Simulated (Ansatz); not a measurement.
Input

```
crystal:
  lattice:
    - [0.0, 3.6246532645, -3.6246532645]
    - [3.6246532645, 3.6246532645, 0.0]
    - [3.6246532645, 0.0, -3.6246532645]
  atoms:
    - { symbol: B, position: [0.0, 0.0, 0.5] }
    - { symbol: B, position: [0.0, 0.5, 0.5] }
    - { symbol: B, position: [0.5, 0.0, 0.5] }
    - { symbol: B, position: [0.5, 0.5, 0.5] }
    - { symbol: B, position: [0.0, 0.0, 1.0] }
    - { symbol: B, position: [0.0, 0.5, 1.0] }
    - { symbol: B, position: [0.5, 0.0, 1.0] }
    - { symbol: B, position: [0.5, 0.5, 1.0] }
    - { symbol: "N", position: [0.125, 0.125, 0.125] }
    - { symbol: "N", position: [0.125, 0.625, 0.125] }
    - { symbol: "N", position: [0.625, 0.125, 0.125] }
    - { symbol: "N", position: [0.625, 0.625, 0.125] }
    - { symbol: "N", position: [0.125, 0.125, 0.625] }
    - { symbol: "N", position: [0.125, 0.625, 0.625] }
    - { symbol: "N", position: [0.625, 0.125, 0.625] }
    - { symbol: "N", position: [0.625, 0.625, 0.625] }
basis:
  ecutwfc: 420
  xc_grid: 2
kpoints:
  mp_grid: { grid: [3, 3, 3], shift: [0.0, 0.0, 0.0] }
hamiltonian:
  xc: pbe
scf:
  occupations: { method: gaussian, width: 0.01 }
output:
  forces: true
  stress: true
  eigenvalues: true
  write_density: true
  write_potential: true
  elf: true
  volumetric_format: npy
```

Command:

```sh
ansatz run input.yaml --threads 4 --pin off --max-ram 8192MiB --backend cpu --events-out ev --progress --plain --runs-dir out
```

Space group F-43m.

These are results of Ansatz 0.2.0, DFT PBE, scalar-relativistic, plane waves, PAW, not measurements.

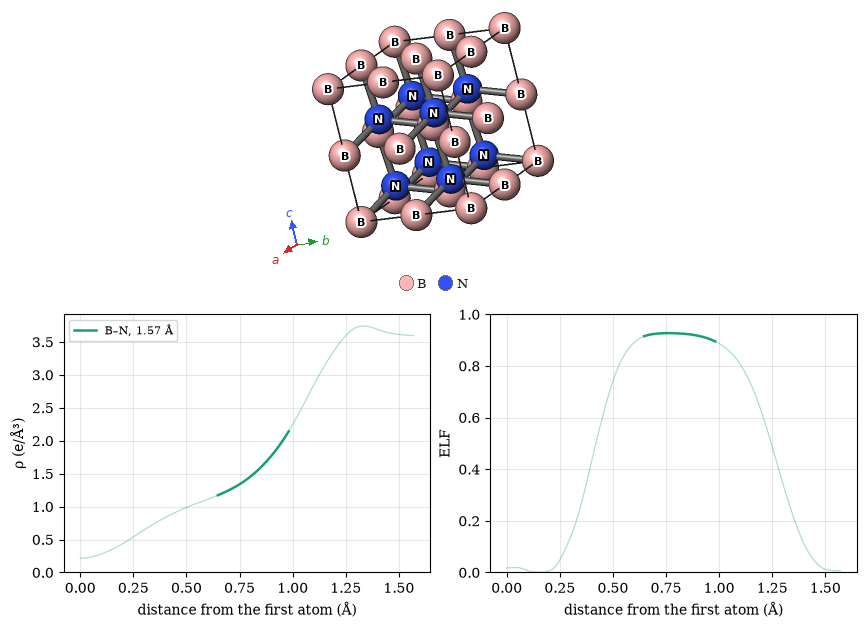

BN. Valence pseudo-density and ELF along straight lines between neighbouring atoms. Thin, pale parts lie inside the atomic spheres. The structure is drawn too.

The density is the valence pseudo-density of a PAW calculation; it isn't the true density close to the nuclei.

> What kind of bonding do the profiles show?

B–N (1.57 Å): the density is about 1.4 e/Å³ at the midpoint; the ELF peaks at about 0.95 between the atoms, as expected for a shared but strongly polarised pair.
